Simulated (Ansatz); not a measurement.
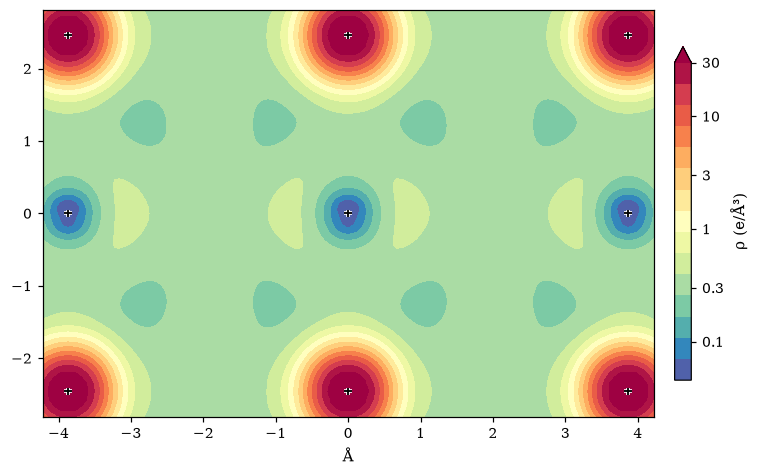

The valence charge density (pseudo) on a plane through atoms (crosses mark nuclei in the plane).

Level of theory: DFT PBEsol, scalar-relativistic, plane waves, PAW (Ansatz 0.2.0).

Candidates:
A. Ge, a = 4.00 Å, b = 4.00 Å, c = 6.60 Å, α = 90.00°, β = 90.00°, γ = 120.00°. Space group P6₃/mmc; a structure from a database of computed crystals, not necessarily the ambient phase.
B. SiNi2, a = 3.87 Å, b = 3.87 Å, c = 4.92 Å, α = 90.00°, β = 90.00°, γ = 120.00°. Space group P6₃/mmc; computed without spin polarisation.

**Which candidate gave the map?**

Candidate B: SiNi2 on the (100) plane of the conventional cell, which holds Si and Ni. Si–Ni (2.46 Å): ρ at the midpoint is about 0.36 e/Å³.
